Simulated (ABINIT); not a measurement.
**Run report: GdO, phonon calculation (part 1 of 4)**

The run: phonon calculation of GdO (F-43m, 2 atoms in the cell). Method and program: Kohn-Sham DFT of a periodic cell, PBE with D3(BJ), DFT+U, JTH PAW PBE v2.0, spin-polarised (ABINIT 10.8.3).

The structure derives from an entry of the Crystallography Open Database.

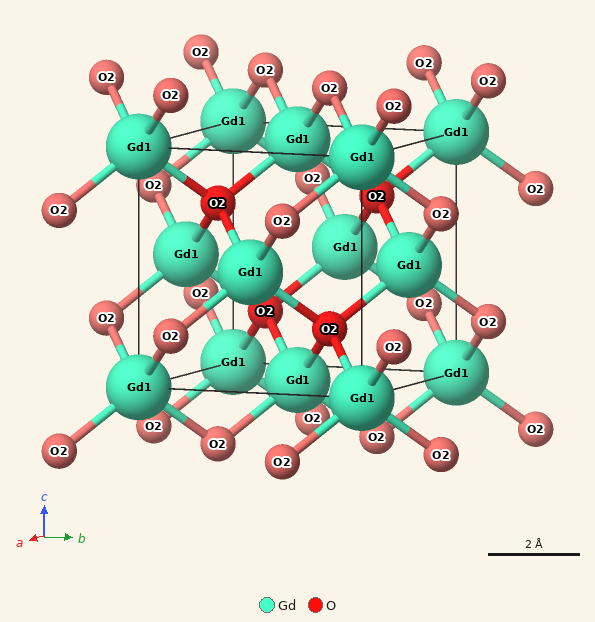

**Figure 1.** The input geometry (ball-and-stick view of the cell 4 times as large as that of the calculation, set on its symmetry axes, seen slightly off an axis; neighbours outside the cell are drawn fainter; atoms are numbered from 1 in the order of the input). An atom can appear more than once, as a periodic image. Near neighbours in the periodic cell (some may lie outside the picture): Gd has 4 O at 2.33 Å; O has 4 Gd at 2.33 Å.

Key numbers

| quantity | value |
| --- | --- |
| outcome | converged |
| space group (tolerance 0.01 Å) | F-43m (216) |
| electrons treated | 24 |
| free energy | −3502.0936 eV |
| Fermi energy | 3.761 eV |
| net moment of the cell | 6.00 μB |
| pressure | 1.10 GPa |
| largest force (length of the vector) | under 0.001 eV/Å |
| hardware | 1 thread of AMD EPYC (Zen 3), 128 GiB of memory available, shared host |
| wall time | 16 min |
| peak memory | 0.76 GiB |

Notes

Settings chosen away from the usual ones: dg_ha set to 24.7. The settings depart from the standard set-up of this series, which can bear on the numbers. Points of doubt noted for this run: k mesh coarse for metal response. DFT+U on an f shell has many self-consistent states, and spin–orbit coupling is left out here.

Input
```
# Datasets
ndtset 2

# Pseudopotentials
pp_dirpath "./"
pseudos "Gd.GGA_PBE-JTH.xml, O.GGA_PBE-JTH.xml"

# Structure
acell 3.8005911575 3.8005911575 3.8005911575 Angstrom
rprim
     0.0000000000     0.7071067812     0.7071067812
     0.7071067812     0.0000000000     0.7071067812
     0.7071067812     0.7071067812     0.0000000000
ntypat 2
znucl 64 8
natom 2
typat 1 2
chkprim 0
chksymtnons 0
tolsym 1.0e-6
xred
            0.0            0.0            0.0
            3/4            3/4            3/4

# Plane-wave basis
ecut 23.0
pawecutdg 24.7
pawxcdev 0
ecutsm 0.5

# k points
ngkpt 4 4 4
nshiftk 4
shiftk
     0.5000000000     0.5000000000     0.5000000000
     0.5000000000     0.0000000000     0.0000000000
     0.0000000000     0.5000000000     0.0000000000
     0.0000000000     0.0000000000     0.5000000000

# Exchange and correlation
ixc 11
vdw_xc 7

# Bands and occupations
nband 25
occopt 3
tsmear 0.00183747

# Spin
nsppol 2
spinat
     0.0000000000     0.0000000000     7.0000000000
     0.0000000000     0.0000000000     0.0000000000

# DFT+U
usepawu 1
lpawu 3 -1
upawu 8.0 0.0 eV
jpawu 0.5 0.0 eV
dmatpuopt 3

# SCF cycle
nstep 80

# Output
prteig 0
prtebands 0
prtwf 0
prtden 0
prtpot 0

# Dataset 1: ground state
kptopt1 1
tolvrs1 1.0e-11
prtwf1 1
tolwfr1 1.0e-14
nbdbuf1 4
nline1 6

# Dataset 2: response at q = 0 to atomic displacements
rfphon2 1
rfatpol2 1 2
rfdir2 1 1 1
getwfk2 1
kptopt2 2
nqpt2 1
qpt2 0.0 0.0 0.0
tolvrs2 1.0e-5
```

File mrgddb.in
```
merged_DDB
GdO
2
runo_DS1_DDB
runo_DS2_DDB
```

File anaddb.abi
```
ddb_filepath "merged_DDB"
output_file "anaddb.abo"
outdata_prefix "ana"
asr 2
chneut 0
dipdip 0
dieflag 0
enunit 0
eivec 1
nph1l 1
qph1l 0.0 0.0 0.0 1.0
```

Launch command:
```bash
abinit run.abi > log 2>&1
mrgddb < mrgddb.in > mrgddb.log 2>&1
anaddb anaddb.abi > anaddb.log 2>&1
```

The program's output
```
.Version 10.8.3 of ABINIT
 DATASET    1 : space group F-4 3 m (#216); Bravais cF (face-center cubic)
================================================================================
 Values of the parameters that define the memory need for DATASET  1.
     intxc =       0    ionmov =       0      iscf =      17    lmnmax =      32
     lnmax =       8     mgfft =      32  mpssoang =       4    mqgrid =    3001
     natom =       2  nloc_mem =       2    nspden =       2   nspinor =       1
    nsppol =       2      nsym =      24    n1xccc =       1    ntypat =       2
    occopt =       3   xclevel =       2
       mpw =        1392          nfft =       32768          nkpt =          10
 PAW method is used; the additional fine FFT grid is defined by:
   mgfftf=        36    nfftf =     46656
================================================================================
================================================================================

 DATASET    2 : space group F-4 3 m (#216); Bravais cF (face-center cubic)
================================================================================
 Values of the parameters that define the memory need for DATASET  2 (RF).
     intxc =       0      iscf =       7    lmnmax =      32     lnmax =       8
     mgfft =      32  mpssoang =       4    mqgrid =    3001     natom =       2
  nloc_mem =       2    nspden =       2   nspinor =       1    nsppol =       2
      nsym =      24    n1xccc =       1    ntypat =       2    occopt =       3
   xclevel =       2
      nfft =       32768          nkpt =         128
================================================================================
================================================================================

--------------------------------------------------------------------------------
------------- Echo of variables that govern the present computation ------------
--------------------------------------------------------------------------------
 -outvars: echo values of preprocessed input variables --------
            acell      7.1820764042E+00  7.1820764042E+00  7.1820764042E+00 Bohr
              amu      1.57250000E+02  1.59994000E+01
          chkprim           0
      chksymtnons           0
        dmatpuopt           3
             ecut      2.30000000E+01 Hartree
           ecutsm      5.00000000E-01 Hartree
           getwfk1          0
           getwfk2          1
             iscf1         17
             iscf2          7
              ixc          11
           jdtset        1    2
            jpawu      1.83746611E-02  0.00000000E+00 Hartree
                       outvar_i_n : Printing only first  50 k-points.
           kptopt1          1
           kptopt2          2
         kptrlatt        4   -4    4     -4    4    4     -4   -4    4
          kptrlen      4.06279594E+01
            lpawu           3      -1
            natom           2
            nband1         25
            nband2         25
           nbdbuf1          4
           nbdbuf2          2
           ndtset           2
            ngfft          32      32      32
          ngfftdg          36      36      36
             nkpt1         10
             nkpt2        128
            nline1          6
            nline2          4
             nqpt1          0
             nqpt2          1
           nspden           2
           nsppol           2
            nstep          80
             nsym          24
           ntypat           2
                       prtocc : prtvol=0, do not print more k-points.
                       1.000000  1.000000  1.000000  1.000000  1.000000  1.000000
                       1.000000  1.000000  1.000000  1.000000  1.000000  1.000000
                       0.000000  0.000000  0.000000  0.000000  0.000000  0.000000
                       0.000000  0.000000  0.000000  0.000000  0.000000  0.000000
                       0.000000
                       1.000000  1.000000  1.000000  1.000000  1.000000  1.000000
                       1.000000  1.000000  1.000000  1.000000  1.000000  1.000000
                       0.000000  0.000000  0.000000  0.000000  0.000000  0.000000
                       0.000000  0.000000  0.000000  0.000000  0.000000  0.000000
                       0.000000
                       1.000000  1.000000  1.000000  1.000000  1.000000  1.000000
                       1.000000  1.000000  1.000000  1.000000  1.000000  1.000000
                       0.000000  0.000000  0.000000  0.000000  0.000000  0.000000
                       0.000000  0.000000  0.000000  0.000000  0.000000  0.000000
                       0.000000
                       1.000000  1.000000  1.000000  1.000000  1.000000  1.000000
                       1.000000  1.000000  1.000000  1.000000  1.000000  1.000000
                       0.000000  0.000000  0.000000  0.000000  0.000000  0.000000
                       0.000000  0.000000  0.000000  0.000000  0.000000  0.000000
                       0.000000
                       1.000000  1.000000  1.000000  1.000000  1.000000  1.000000
                       1.000000  1.000000  1.000000  1.000000  1.000000  1.000000
                       0.000000  0.000000  0.000000  0.000000  0.000000  0.000000
                       0.000000  0.000000  0.000000  0.000000  0.000000  0.000000
                       0.000000
                       1.000000  1.000000  1.000000  1.000000  1.000000  1.000000
                       1.000000  1.000000  1.000000  1.000000  1.000000  1.000000
                       0.000000  0.000000  0.000000  0.000000  0.000000  0.000000
                       0.000000  0.000000  0.000000  0.000000  0.000000  0.000000
                       0.000000
                       1.000000  1.000000  1.000000  1.000000  1.000000  1.000000
                       1.000000  1.000000  1.000000  1.000000  1.000000  1.000000
                       0.000000  0.000000  0.000000  0.000000  0.000000  0.000000
                       0.000000  0.000000  0.000000  0.000000  0.000000  0.000000
                       0.000000
                       1.000000  1.000000  1.000000  1.000000  1.000000  1.000000
                       1.000000  1.000000  1.000000  1.000000  1.000000  1.000000
                       0.000000  0.000000  0.000000  0.000000  0.000000  0.000000
                       0.000000  0.000000  0.000000  0.000000  0.000000  0.000000
                       0.000000
                       1.000000  1.000000  1.000000  1.000000  1.000000  1.000000
                       1.000000  1.000000  1.000000  1.000000  1.000000  1.000000
                       0.000000  0.000000  0.000000  0.000000  0.000000  0.000000
                       0.000000  0.000000  0.000000  0.000000  0.000000  0.000000
                       0.000000
                       1.000000  1.000000  1.000000  1.000000  1.000000  1.000000
                       1.000000  1.000000  1.000000  1.000000  1.000000  1.000000
                       0.000000  0.000000  0.000000  0.000000  0.000000  0.000000
                       0.000000  0.000000  0.000000  0.000000  0.000000  0.000000
                       0.000000
                       1.000000  1.000000  1.000000  1.000000  1.000000  1.000000
                       1.000000  1.000000  1.000000  1.000000  1.000000  1.000000
                       0.000000  0.000000  0.000000  0.000000  0.000000  0.000000
                       0.000000  0.000000  0.000000  0.000000  0.000000  0.000000
                       0.000000
                       1.000000  1.000000  1.000000  1.000000  1.000000  1.000000
                       1.000000  1.000000  1.000000  1.000000  1.000000  1.000000
                       0.000000  0.000000  0.000000  0.000000  0.000000  0.000000
                       0.000000  0.000000  0.000000  0.000000  0.000000  0.000000
                       0.000000
                       1.000000  1.000000  1.000000  1.000000  1.000000  1.000000
                       1.000000  1.000000  1.000000  1.000000  1.000000  1.000000
                       0.000000  0.000000  0.000000  0.000000  0.000000  0.000000
                       0.000000  0.000000  0.000000  0.000000  0.000000  0.000000
                       0.000000
                       1.000000  1.000000  1.000000  1.000000  1.000000  1.000000
                       1.000000  1.000000  1.000000  1.000000  1.000000  1.000000
                       0.000000  0.000000  0.000000  0.000000  0.000000  0.000000
                       0.000000  0.000000  0.000000  0.000000  0.000000  0.000000
                       0.000000
                       1.000000  1.000000  1.000000  1.000000  1.000000  1.000000
                       1.000000  1.000000  1.000000  1.000000  1.000000  1.000000
                       0.000000  0.000000  0.000000  0.000000  0.000000  0.000000
                       0.000000  0.000000  0.000000  0.000000  0.000000  0.000000
                       0.000000
                       1.000000  1.000000  1.000000  1.000000  1.000000  1.000000
                       1.000000  1.000000  1.000000  1.000000  1.000000  1.000000
                       0.000000  0.000000  0.000000  0.000000  0.000000  0.000000
                       0.000000  0.000000  0.000000  0.000000  0.000000  0.000000
                       0.000000
                       1.000000  1.000000  1.000000  1.000000  1.000000  1.000000
                       1.000000  1.000000  1.000000  1.000000  1.000000  1.000000
                       0.000000  0.000000  0.000000  0.000000  0.000000  0.000000
                       0.000000  0.000000  0.000000  0.000000  0.000000  0.000000
                       0.000000
                       1.000000  1.000000  1.000000  1.000000  1.000000  1.000000
                       1.000000  1.000000  1.000000  1.000000  1.000000  1.000000
                       0.000000  0.000000  0.000000  0.000000  0.000000  0.000000
                       0.000000  0.000000  0.000000  0.000000  0.000000  0.000000
                       0.000000
                       1.000000  1.000000  1.000000  1.000000  1.000000  1.000000
                       1.000000  1.000000  1.000000  1.000000  1.000000  1.000000
                       0.000000  0.000000  0.000000  0.000000  0.000000  0.000000
                       0.000000  0.000000  0.000000  0.000000  0.000000  0.000000
                       0.000000
                       1.000000  1.000000  1.000000  1.000000  1.000000  1.000000
                       1.000000  1.000000  1.000000  1.000000  1.000000  1.000000
                       0.000000  0.000000  0.000000  0.000000  0.000000  0.000000
                       0.000000  0.000000  0.000000  0.000000  0.000000  0.000000
                       0.000000
                       1.000000  1.000000  1.000000  1.000000  1.000000  1.000000
                       1.000000  1.000000  1.000000  1.000000  1.000000  1.000000
                       0.000000  0.000000  0.000000  0.000000  0.000000  0.000000
                       0.000000  0.000000  0.000000  0.000000  0.000000  0.000000
                       0.000000
                       1.000000  1.000000  1.000000  1.000000  1.000000  1.000000
                       1.000000  1.000000  1.000000  1.000000  1.000000  1.000000
                       0.000000  0.000000  0.000000  0.000000  0.000000  0.000000
                       0.000000  0.000000  0.000000  0.000000  0.000000  0.000000
                       0.000000
                       1.000000  1.000000  1.000000  1.000000  1.000000  1.000000
                       1.000000  1.000000  1.000000  1.000000  1.000000  1.000000
                       0.000000  0.000000  0.000000  0.000000  0.000000  0.000000
                       0.000000  0.000000  0.000000  0.000000  0.000000  0.000000
                       0.000000
                       1.000000  1.000000  1.000000  1.000000  1.000000  1.000000
                       1.000000  1.000000  1.000000  1.000000  1.000000  1.000000
                       0.000000  0.000000  0.000000  0.000000  0.000000  0.000000
                       0.000000  0.000000  0.000000  0.000000  0.000000  0.000000
                       0.000000
                       1.000000  1.000000  1.000000  1.000000  1.000000  1.000000
                       1.000000  1.000000  1.000000  1.000000  1.000000  1.000000
                       0.000000  0.000000  0.000000  0.000000  0.000000  0.000000
                       0.000000  0.000000  0.000000  0.000000  0.000000  0.000000
                       0.000000
                       1.000000  1.000000  1.000000  1.000000  1.000000  1.000000
                       1.000000  1.000000  1.000000  1.000000  1.000000  1.000000
                       0.000000  0.000000  0.000000  0.000000  0.000000  0.000000
                       0.000000  0.000000  0.000000  0.000000  0.000000  0.000000
                       0.000000
                       1.000000  1.000000  1.000000  1.000000  1.000000  1.000000
                       1.000000  1.000000  1.000000  1.000000  1.000000  1.000000
                       0.000000  0.000000  0.000000  0.000000  0.000000  0.000000
                       0.000000  0.000000  0.000000  0.000000  0.000000  0.000000
                       0.000000
                       1.000000  1.000000  1.000000  1.000000  1.000000  1.000000
                       1.000000  1.000000  1.000000  1.000000  1.000000  1.000000
                       0.000000  0.000000  0.000000  0.000000  0.000000  0.000000
                       0.000000  0.000000  0.000000  0.000000  0.000000  0.000000
                       0.000000
                       1.000000  1.000000  1.000000  1.000000  1.000000  1.000000
                       1.000000  1.000000  1.000000  1.000000  1.000000  1.000000
                       0.000000  0.000000  0.000000  0.000000  0.000000  0.000000
                       0.000000  0.000000  0.000000  0.000000  0.000000  0.000000
                       0.000000
                       1.000000  1.000000  1.000000  1.000000  1.000000  1.000000
                       1.000000  1.000000  1.000000  1.000000  1.000000  1.000000
                       0.000000  0.000000  0.000000  0.000000  0.000000  0.000000
                       0.000000  0.000000  0.000000  0.000000  0.000000  0.000000
                       0.000000
                       1.000000  1.000000  1.000000  1.000000  1.000000  1.000000
                       1.000000  1.000000  1.000000  1.000000  1.000000  1.000000
                       0.000000  0.000000  0.000000  0.000000  0.000000  0.000000
                       0.000000  0.000000  0.000000  0.000000  0.000000  0.000000
                       0.000000
                       1.000000  1.000000  1.000000  1.000000  1.000000  1.000000
                       1.000000  1.000000  1.000000  1.000000  1.000000  1.000000
                       0.000000  0.000000  0.000000  0.000000  0.000000  0.000000
                       0.000000  0.000000  0.000000  0.000000  0.000000  0.000000
                       0.000000
                       1.000000  1.000000  1.000000  1.000000  1.000000  1.000000
                       1.000000  1.000000  1.000000  1.000000  1.000000  1.000000
                       0.000000  0.000000  0.000000  0.000000  0.000000  0.000000
                       0.000000  0.000000  0.000000  0.000000  0.000000  0.000000
                       0.000000
                       1.000000  1.000000  1.000000  1.000000  1.000000  1.000000
                       1.000000  1.000000  1.000000  1.000000  1.000000  1.000000
                       0.000000  0.000000  0.000000  0.000000  0.000000  0.000000
                       0.000000  0.000000  0.000000  0.000000  0.000000  0.000000
                       0.000000
                       1.000000  1.000000  1.000000  1.000000  1.000000  1.000000
                       1.000000  1.000000  1.000000  1.000000  1.000000  1.000000
                       0.000000  0.000000  0.000000  0.000000  0.000000  0.000000
                       0.000000  0.000000  0.000000  0.000000  0.000000  0.000000
                       0.000000
                       1.000000  1.000000  1.000000  1.000000  1.000000  1.000000
                       1.000000  1.000000  1.000000  1.000000  1.000000  1.000000
                       0.000000  0.000000  0.000000  0.000000  0.000000  0.000000
                       0.000000  0.000000  0.000000  0.000000  0.000000  0.000000
                       0.000000
                       1.000000  1.000000  1.000000  1.000000  1.000000  1.000000
                       1.000000  1.000000  1.000000  1.000000  1.000000  1.000000
```
